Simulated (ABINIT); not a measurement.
# Run report: Al$_{2}$Au, phonon calculation (part 2 of 2)

The same run, continued: Al$_{2}$Au (3 atoms in the cell); Kohn-Sham DFT of a periodic cell, PBE, JTH PAW PBE v2.0, no spin polarisation (ABINIT 10.8.3); cutoff 408.17 eV, 10×10×10 k-mesh, methfessel-paxton of 0.2 eV. The structure derives from an entry of the Crystallography Open Database.

Geometry of the input (Å; fractional positions):
```
0.0000  3.0000  3.0000
3.0000  0.0000  3.0000
3.0000  3.0000  0.0000
Au 0.0000  0.0000  0.0000
Al 0.7500  0.7500  0.7500
Al 0.2500  0.2500  0.2500
```

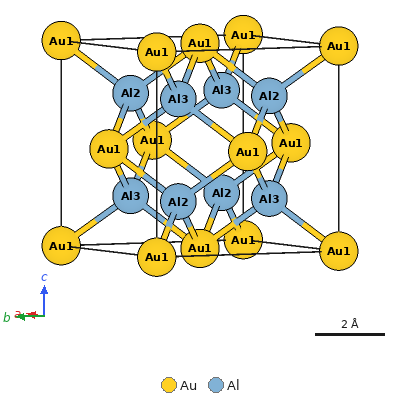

Fig. 1: The structure (ball-and-stick view of the cell 4 times as large as that of the calculation, set on its symmetry axes, seen at an oblique angle; atoms are numbered from 1 in the order of the input).

The program's output, continued:
```
 Mean square residual over all n,k,spin=   60.129E-16; max=  99.826E-16
 reduced coordinates (array xred) for    3 atoms
       0.000000000000      0.000000000000      0.000000000000
       0.750000000000      0.750000000000      0.750000000000
       0.250000000000      0.250000000000      0.250000000000
 rms dE/dt=  1.0390E-30; max dE/dt=  1.7092E-30; dE/dt below (all hartree)
    1       0.000000000000      0.000000000000      0.000000000000
    2       0.000000000000     -0.000000000000     -0.000000000000
    3       0.000000000000      0.000000000000      0.000000000000

 cartesian coordinates (angstrom) at end:
    1      0.00000000000000     0.00000000000000     0.00000000000000
    2      4.50000000006515     4.50000000006516     4.50000000006515
    3      1.50000000002172     1.50000000002172     1.50000000002172

 cartesian forces (hartree/bohr) at end:
    1     -0.00000000000000     0.00000000000000     0.00000000000000
    2      0.00000000000000    -0.00000000000000    -0.00000000000000
    3     -0.00000000000000    -0.00000000000000     0.00000000000000
 frms,max,avg= 1.5586122E-31 3.2081591E-31   0.000E+00  0.000E+00  0.000E+00 h/b

 cartesian forces (eV/Angstrom) at end:
    1     -0.00000000000000     0.00000000000000     0.00000000000000
    2      0.00000000000000    -0.00000000000000    -0.00000000000000
    3     -0.00000000000000    -0.00000000000000     0.00000000000000
 frms,max,avg= 8.0147064E-30 1.6497018E-29   0.000E+00  0.000E+00  0.000E+00 e/A
 length scales=  8.017428949252  8.017428949252  8.017428949252 bohr
              =  4.242640687100  4.242640687100  4.242640687100 angstroms
 Fermi (or HOMO) energy (hartree) =   0.28376   Average Vxc (hartree)=  -0.36926
 Eigenvalues (hartree) for nkpt=  47  k points:
 kpt#   1, nband= 17, wtk=  0.00100, kpt=  0.0000  0.0000  0.0000 (reduced coord)
  -0.10324    0.04234    0.04234    0.04234    0.07749    0.07749    0.36861    0.39381
   0.39381    0.39381    0.42821    0.42821    0.42821    0.49739    0.49739    0.49739
   0.52804
      occupation numbers for kpt#   1
   2.00000    2.00000    2.00000    2.00000    2.00000    2.00000    0.00000    0.00000
   0.00000    0.00000    0.00000    0.00000    0.00000    0.00000    0.00000    0.00000
   0.00000
 prteigrs : prtvol=0 or 1, do not print more k-points.

--- !EnergyTerms
iteration_state     : {dtset: 1, }
comment             : Components of total free energy in Hartree
kinetic             :  1.01450812514719E+01
hartree             :  8.65120509482434E+00
xc                  : -5.20259157048269E+00
Ewald energy        : -3.36365570740800E+01
psp_core            :  1.30141087425292E+00
local_psp           : -2.38999602192838E+01
PAW spherical_terms :  4.22785350832716E+00
internal            : -3.84135581349702E+01
'-kT*entropy'       :  6.69908283219315E-05
total_energy        : -3.84134911441419E+01
total_energy_eV     : -1.04528434457981E+03
...

--- !EnergyTermsDC
iteration_state     : {dtset: 1, }
comment             : '"Double-counting" decomposition of free energy'
band_energy         :  1.52294070217566E+00
Ewald energy        : -3.36365570740800E+01
psp_core            :  1.30141087425292E+00
xc_dc               : -8.00209652972718E+00
PAW spherical_terms :  4.00740947868621E-01
internal            : -3.84135610795100E+01
'-kT*entropy'       :  6.69908283219315E-05
total_energy_dc     : -3.84134940886817E+01
total_energy_dc_eV  : -1.04528442470482E+03
...

--- !EnergyTermsWithPAWCore
iteration_state     : {dtset: 1, }
comment             : 'Components of total free energy, including PAW core contributions'
Total energy        : -1.94976810214968E+04
Total energy DC     : -1.94976810244414E+04
Total energy (eV)   : -5.30558929176883E+05
Total energy DC (eV): -5.30558929257008E+05
...

 Cartesian components of stress tensor (hartree/bohr^3)
  sigma(1 1)= -1.12693479E-04  sigma(3 2)=  0.00000000E+00
  sigma(2 2)= -1.12693479E-04  sigma(3 1)=  0.00000000E+00
  sigma(3 3)= -1.12693479E-04  sigma(2 1)=  0.00000000E+00

-Cartesian components of stress tensor (GPa)         [Pressure=  3.3156E+00 GPa]
- sigma(1 1)= -3.31555663E+00  sigma(3 2)=  0.00000000E+00
- sigma(2 2)= -3.31555663E+00  sigma(3 1)=  0.00000000E+00
- sigma(3 3)= -3.31555663E+00  sigma(2 1)=  0.00000000E+00

================================================================================
== DATASET  2 ==================================================================

--- !DatasetInfo
iteration_state: {dtset: 2, }
dimensions: {natom: 3, nkpt: 504, mband: 17, nsppol: 1, nspinor: 1, nspden: 1, mpw: 1031, }
cutoff_energies: {ecut:  15.0, pawecutdg:  30.0, }
electrons: {nelect:   1.70000000E+01, charge:   0.00000000E+00, occopt:   6.00000000E+00, tsmear:   7.34986444E-03, }
meta: {optdriver: 1, rfphon: 1, }
...

 mkfilename : getwfk/=0, take file _WFK from output of DATASET   1.

 Exchange-correlation functional for the present dataset will be:
  GGA: Perdew-Burke-Ernzerhof functional - ixc=11
  J.P.Perdew, K.Burke, M.Ernzerhof, PRL 77, 3865 (1996)

 Real(R)+Recip(G) space primitive vectors, cartesian coordinates (Bohr,Bohr^-1):
 R(1)=  0.0000000  5.6691784  5.6691784  G(1)= -0.0881962  0.0881962  0.0881962
 R(2)=  5.6691784  0.0000000  5.6691784  G(2)=  0.0881962 -0.0881962  0.0881962
 R(3)=  5.6691784  5.6691784  0.0000000  G(3)=  0.0881962  0.0881962 -0.0881962
 Unit cell volume ucvol=  3.6441006E+02 bohr^3
 Angles (23,13,12)=  6.00000000E+01  6.00000000E+01  6.00000000E+01 degrees
 setup1 : take into account q-point for computing boxcut.

 Coarse grid specifications (used for wave-functions):

 getcut: wavevector=  0.0000  0.0000  0.0000  ngfft=  30  30  30
         ecut(hartree)=     15.000   => boxcut(ratio)=   2.14861

 Fine grid specifications (used for densities):

 getcut: wavevector=  0.0000  0.0000  0.0000  ngfft=  40  40  40
         ecut(hartree)=     30.000   => boxcut(ratio)=   2.02348
--------------------------------------------------------------------------------

 ==>  initialize data related to q vector <==

 The list of irreducible perturbations for this q vector is:
    1)    idir= 1    ipert=   1
    2)    idir= 1    ipert=   2

================================================================================

 The perturbation idir=   2  ipert=   1 is
 symmetric of a previously calculated perturbation.
 So, its SCF calculation is not needed.

 The perturbation idir=   3  ipert=   1 is
 symmetric of a previously calculated perturbation.
 So, its SCF calculation is not needed.

 The perturbation idir=   2  ipert=   2 is
 symmetric of a previously calculated perturbation.
 So, its SCF calculation is not needed.

 The perturbation idir=   3  ipert=   2 is
 symmetric of a previously calculated perturbation.
 So, its SCF calculation is not needed.

 The perturbation idir=   1  ipert=   3 is
 symmetric of a previously calculated perturbation.
 So, its SCF calculation is not needed.

 The perturbation idir=   2  ipert=   3 is
 symmetric of a previously calculated perturbation.
 So, its SCF calculation is not needed.

 The perturbation idir=   3  ipert=   3 is
 symmetric of a previously calculated perturbation.
 So, its SCF calculation is not needed.

--------------------------------------------------------------------------------
 Perturbation wavevector (in red.coord.)   0.000000  0.000000  0.000000
 Perturbation : displacement of atom   1   along direction   1
 Found     4 symmetries that leave the perturbation invariant.
 symkpt : the number of k-points, thanks to the symmetries,
 is reduced to   171 .

--------------------------------------------------------------------------------

--------------------------------------------------------------------------------

 dfpt_looppert : total number of electrons, from k and k+q
  fully or partially occupied states are    1.700000E+01 and    1.700000E+01.
 Initialisation of the first-order wave-functions :
  ireadwf=   0

--- !BeginCycle
iteration_state: {dtset: 2, }
solver: {iscf: 7, nstep: 80, nline: 4, wfoptalg: 10, }
tolerances: {tolvrs: 1.00E-08, }
...

     iter   2DEtotal(Ha)        deltaE(Ha) residm    vres2
-ETOT  1   667.09764718176     -5.913E+02 6.114E+00 2.354E+06
 ETOT  2   57.664514239926     -6.094E+02 1.115E+00 1.792E+05
 ETOT  3   6.2188033525722     -5.145E+01 6.695E-01 7.346E+02
 ETOT  4   5.9188951955830     -2.999E-01 2.526E-02 1.105E+02
 ETOT  5   5.8853623542789     -3.353E-02 7.892E-03 3.343E+00
 ETOT  6   5.8841474273870     -1.215E-03 6.783E-04 3.550E-01
 ETOT  7   5.8840419609005     -1.055E-04 2.787E-04 6.113E-02
 ETOT  8   5.8840239355211     -1.803E-05 3.272E-05 6.054E-03
 ETOT  9   5.8840219118888     -2.024E-06 9.833E-06 3.556E-05
 ETOT 10   5.8840218977282     -1.416E-08 2.581E-06 2.551E-05
 ETOT 11   5.8840218766209     -2.111E-08 6.962E-07 1.337E-05
 ETOT 12   5.8840218722330     -4.388E-09 2.140E-07 1.456E-06
 ETOT 13   5.8840218711705     -1.063E-09 5.726E-08 8.075E-09

 At SCF step   13       vres2   =  8.07E-09 < tolvrs=  1.00E-08 =>converged.
================================================================================

 ----iterations are completed or convergence reached----

 Mean square residual over all n,k,spin=   10.505E-11; max=  57.263E-09

 2DEtotal=    0.5884021871E+01 Ha. Also 2DEtotal=    0.160112391816E+03 eV
    (2DErelax=   -1.2525383580E+03 Ha. 2DEnonrelax=    1.2584223799E+03 Ha)
    (  non-var. 2DEtotal :    5.8836077876E+00 Ha)

--------------------------------------------------------------------------------
 Perturbation wavevector (in red.coord.)   0.000000  0.000000  0.000000
 Perturbation : displacement of atom   2   along direction   1
 Found     2 symmetries that leave the perturbation invariant.
 symkpt : the number of k-points, thanks to the symmetries,
 is reduced to   282 .

--------------------------------------------------------------------------------

--------------------------------------------------------------------------------

 dfpt_looppert : total number of electrons, from k and k+q
  fully or partially occupied states are    1.700000E+01 and    1.700000E+01.
 Initialisation of the first-order wave-functions :
  ireadwf=   0

--- !BeginCycle
iteration_state: {dtset: 2, }
solver: {iscf: 7, nstep: 80, nline: 4, wfoptalg: 10, }
tolerances: {tolvrs: 1.00E-08, }
...

     iter   2DEtotal(Ha)        deltaE(Ha) residm    vres2
-ETOT  1   9.5026741211450     -1.527E+01 9.671E-01 2.115E+04
 ETOT  2   4.3962275450735     -5.106E+00 3.544E-02 2.306E+03
 ETOT  3   3.7850397521564     -6.112E-01 9.938E-03 1.013E+01
 ETOT  4   3.7820862866518     -2.953E-03 9.248E-04 3.039E-01
 ETOT  5   3.7819873422452     -9.894E-05 1.770E-04 2.415E-02
 ETOT  6   3.7819812850619     -6.057E-06 3.944E-05 1.659E-03
 ETOT  7   3.7819809302118     -3.549E-07 9.912E-06 3.856E-04
 ETOT  8   3.7819806922741     -2.379E-07 1.673E-06 3.264E-05
 ETOT  9   3.7819806908593     -1.415E-09 5.582E-07 9.636E-06
 ETOT 10   3.7819806785606     -1.230E-08 9.286E-08 2.969E-06
 ETOT 11   3.7819806774349     -1.126E-09 3.185E-08 6.654E-07
 ETOT 12   3.7819806769588     -4.761E-10 5.455E-09 2.565E-08
 ETOT 13   3.7819806769544     -4.391E-12 1.813E-09 4.176E-09

 At SCF step   13       vres2   =  4.18E-09 < tolvrs=  1.00E-08 =>converged.
================================================================================

 ----iterations are completed or convergence reached----

 Mean square residual over all n,k,spin=   40.654E-13; max=  18.129E-10

 2DEtotal=    0.3781980677E+01 Ha. Also 2DEtotal=    0.102912936975E+03 eV
    (2DErelax=   -2.0987655449E+01 Ha. 2DEnonrelax=    2.4769636126E+01 Ha)
    (  non-var. 2DEtotal :    3.7819770662E+00 Ha)

================================================================================

 ---- first-order wavefunction calculations are completed ----

 ==> Compute Derivative Database <==

  Dynamical matrix, in cartesian coordinates,
   if specified in the inputs, asr has been imposed
     j1       j2             matrix element
  dir pert dir pert     real part    imaginary part

   1    1   1    1         0.0880728708        -0.0000000000
   1    1   1    2        -0.0440364354        -0.0000000000
   1    1   1    3        -0.0440364354         0.0000000000

   2    1   2    1         0.0880728708        -0.0000000000
   2    1   2    2        -0.0440364354        -0.0000000000
   2    1   2    3        -0.0440364354         0.0000000000

   3    1   3    1         0.0880728708        -0.0000000000
   3    1   3    2        -0.0440364354         0.0000000000
   3    1   3    3        -0.0440364354        -0.0000000000

   1    2   1    1        -0.0440364005         0.0000000000
   1    2   1    2         0.0587948303        -0.0000000000
   1    2   1    3        -0.0147584298         0.0000000000

   2    2   2    1        -0.0440364005         0.0000000000
   2    2   2    2         0.0587948303        -0.0000000000
   2    2   2    3        -0.0147584298         0.0000000000

   3    2   3    1        -0.0440364005        -0.0000000000
   3    2   3    2         0.0587948303         0.0000000000
   3    2   3    3        -0.0147584298         0.0000000000

   1    3   1    1        -0.0440364005        -0.0000000000
   1    3   1    2        -0.0147584298         0.0000000000
   1    3   1    3         0.0587948303         0.0000000000

   2    3   2    1        -0.0440364005        -0.0000000000
   2    3   2    2        -0.0147584298         0.0000000000
   2    3   2    3         0.0587948303         0.0000000000

   3    3   3    1        -0.0440364005         0.0000000000
   3    3   3    2        -0.0147584298         0.0000000000
   3    3   3    3         0.0587948303        -0.0000000000

  Phonon wavevector (reduced coordinates) :  0.00000  0.00000  0.00000
 Phonon energies in Hartree :
   0.000000E+00  0.000000E+00  0.000000E+00  1.068002E-03  1.068002E-03
   1.068002E-03  1.222890E-03  1.222890E-03  1.222890E-03
 Phonon frequencies in cm-1    :
   0.000000E+00  0.000000E+00  0.000000E+00  2.343995E+02  2.343995E+02
   2.343995E+02  2.683934E+02  2.683934E+02  2.683934E+02

== END DATASET(S) ==============================================================
================================================================================

 -outvars: echo values of variables after computation  --------
            acell      8.0174289493E+00  8.0174289493E+00  8.0174289493E+00 Bohr
           etotal1    -3.8413494089E+01
           etotal2     3.7819806770E+00
            fcart1    -3.8652519752E-32  5.4113527653E-32  3.8652519752E-32
                       3.2081591395E-31 -5.0248275678E-32 -1.3528381913E-31
                      -2.8216339419E-31 -3.8652519752E-33  9.6631299381E-32
            fcart2     0.0000000000E+00  0.0000000000E+00  0.0000000000E+00
                       0.0000000000E+00  0.0000000000E+00  0.0000000000E+00
                       0.0000000000E+00  0.0000000000E+00  0.0000000000E+00
            rprim      0.0000000000E+00  7.0710678120E-01  7.0710678120E-01
                       7.0710678120E-01  0.0000000000E+00  7.0710678120E-01
                       7.0710678120E-01  7.0710678120E-01  0.0000000000E+00
           strten1    -1.1269347927E-04 -1.1269347927E-04 -1.1269347927E-04
                       0.0000000000E+00  0.0000000000E+00  0.0000000000E+00
           strten2     0.0000000000E+00  0.0000000000E+00  0.0000000000E+00
                       0.0000000000E+00  0.0000000000E+00  0.0000000000E+00
           xangst      0.0000000000E+00  0.0000000000E+00  0.0000000000E+00
                       4.5000000001E+00  4.5000000001E+00  4.5000000001E+00
                       1.5000000000E+00  1.5000000000E+00  1.5000000000E+00
             xred      0.0000000000E+00  0.0000000000E+00  0.0000000000E+00
                       7.5000000000E-01  7.5000000000E-01  7.5000000000E-01
                       2.5000000000E-01  2.5000000000E-01  2.5000000000E-01
 Calculation completed.
```

Results in brief:

- outcome: converged
- space group (tolerance 0.01 Å): Fm-3m (225)
- electrons treated: 17
- free energy: −1045.2844 eV
- Fermi energy of the self-consistent step: 7.722 eV
- gap on the k-point mesh: none (metallic)
- pressure: 3.32 GPa
- largest force (length of the vector): under 0.001 eV/Å
- wall time: 7.2 min
- peak memory: 0.82 GiB

Notes:

Points of doubt noted for this run: cutoff too low for stress. Spin–orbit coupling is left out, which matters for Au.
